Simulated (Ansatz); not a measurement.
## Electronic structure of SrTiO3 in real space

Input

```
crystal:
  lattice:
    - [0.0, 0.0, -7.8728082307]
    - [0.0, -7.8728082307, 0.0]
    - [-7.8728082307, 0.0, 0.0]
  atoms:
    - { symbol: Sr, position: [0.25, 0.25, 0.25] }
    - { symbol: Sr, position: [0.75, 0.25, 0.25] }
    - { symbol: Sr, position: [0.25, 0.75, 0.25] }
    - { symbol: Sr, position: [0.75, 0.75, 0.25] }
    - { symbol: Sr, position: [0.25, 0.25, 0.75] }
    - { symbol: Sr, position: [0.75, 0.25, 0.75] }
    - { symbol: Sr, position: [0.25, 0.75, 0.75] }
    - { symbol: Sr, position: [0.75, 0.75, 0.75] }
    - { symbol: Ti, position: [0.0, 0.0, 0.5] }
    - { symbol: Ti, position: [0.5, 0.0, 0.5] }
    - { symbol: Ti, position: [0.0, 0.5, 0.5] }
    - { symbol: Ti, position: [0.5, 0.5, 0.5] }
    - { symbol: Ti, position: [0.0, 0.0, 1.0] }
    - { symbol: Ti, position: [0.5, 0.0, 1.0] }
    - { symbol: Ti, position: [0.0, 0.5, 1.0] }
    - { symbol: Ti, position: [0.5, 0.5, 1.0] }
    - { symbol: O, position: [0.5, 0.0, 0.25] }
    - { symbol: O, position: [1.0, 0.0, 0.25] }
    - { symbol: O, position: [0.5, 0.5, 0.25] }
    - { symbol: O, position: [1.0, 0.5, 0.25] }
    - { symbol: O, position: [0.5, 0.0, 0.75] }
    - { symbol: O, position: [1.0, 0.0, 0.75] }
    - { symbol: O, position: [0.5, 0.5, 0.75] }
    - { symbol: O, position: [1.0, 0.5, 0.75] }
    - { symbol: O, position: [0.5, 0.25, 0.5] }
    - { symbol: O, position: [1.0, 0.25, 0.5] }
    - { symbol: O, position: [0.5, 0.75, 0.5] }
    - { symbol: O, position: [1.0, 0.75, 0.5] }
    - { symbol: O, position: [0.5, 0.25, 1.0] }
    - { symbol: O, position: [1.0, 0.25, 1.0] }
    - { symbol: O, position: [0.5, 0.75, 1.0] }
    - { symbol: O, position: [1.0, 0.75, 1.0] }
    - { symbol: O, position: [0.25, 0.0, 0.5] }
    - { symbol: O, position: [0.75, 0.0, 0.5] }
    - { symbol: O, position: [0.25, 0.5, 0.5] }
    - { symbol: O, position: [0.75, 0.5, 0.5] }
    - { symbol: O, position: [0.25, 0.0, 1.0] }
    - { symbol: O, position: [0.75, 0.0, 1.0] }
    - { symbol: O, position: [0.25, 0.5, 1.0] }
    - { symbol: O, position: [0.75, 0.5, 1.0] }
basis:
  ecutwfc: 420
  xc_grid: 2
kpoints:
  mp_grid: { grid: [2, 2, 2], shift: [0.5, 0.5, 0.5] }
hamiltonian:
  xc: pbe
scf:
  occupations: { method: gaussian, width: 0.01 }
output:
  forces: true
  stress: true
  eigenvalues: true
  write_density: true
  write_potential: true
  elf: true
  volumetric_format: npy
```

Launched as:

```sh
ansatz run input.yaml --threads 8 --pin off --max-ram 22528MiB --backend cpu --events-out ev --progress --plain --runs-dir out
```

Space group Pm-3m; computed without spin polarisation.

These are results of DFT PBE, scalar-relativistic, plane waves, PAW in Ansatz 0.2.0, not measurements.

In a PAW calculation such maps are meaningful between the atoms, not at the nuclei.

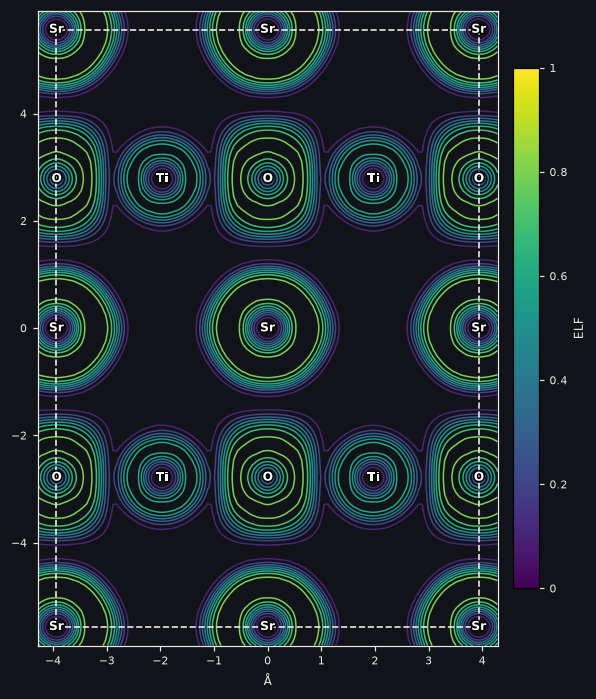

Figure 1. Electron localisation function on the (101) plane of the calculation cell.

**What do the fields say about this system?**

Atoms in the plane: Sr, Ti and O. Ti–O (1.97 Å): the ELF peaks at about 0.85 in the valence shell of O, 0.6 Å from its nucleus, and is about 0.20 at the midpoint (no localised pair shows between them). Sr–O (2.78 Å): the ELF is about 0.05 at the midpoint (an ionic contact with no shared pair). The features right at Sr and Ti lie inside the PAW spheres, where the map follows smoothed inner orbitals and isn't to be read closely.

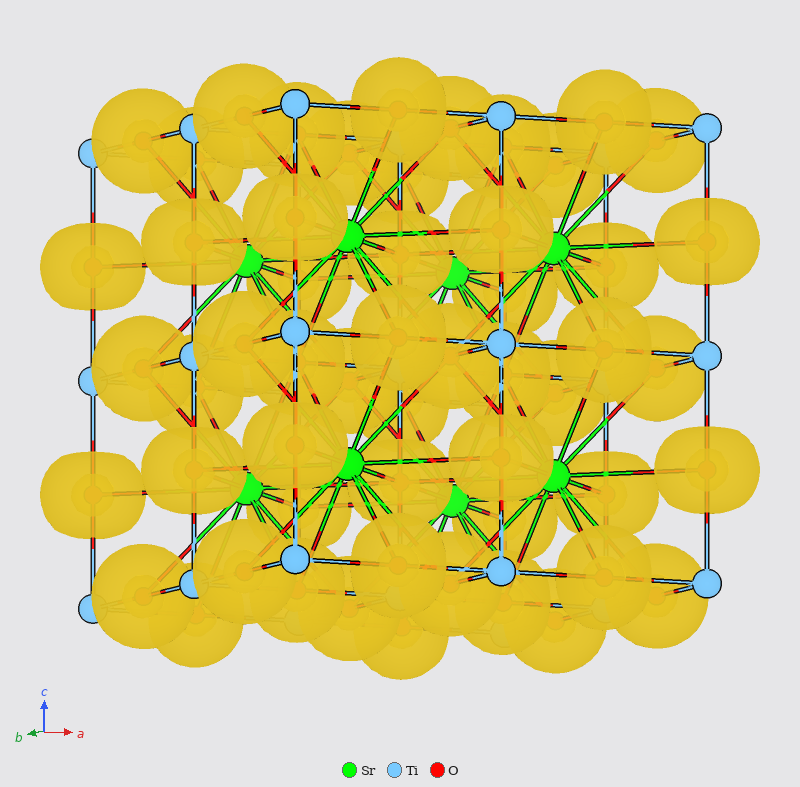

Figure 2. Isosurface of the electron localisation function at 0.7 (yellow), seen at an oblique angle. Core shells and regions of very low density are left out. Sticks mark near contacts.

**What do the ELF domains correspond to?**

The surface consists of 24 regions wrapped around O (the valence shell of each), counted in one cell of 40 atoms. Regions shared between cells count once.

**Does the calculation give a band gap?**

It is gapped, with a Kohn–Sham gap of 2.5 eV on the k-point mesh, an upper bound to the gap of this method.
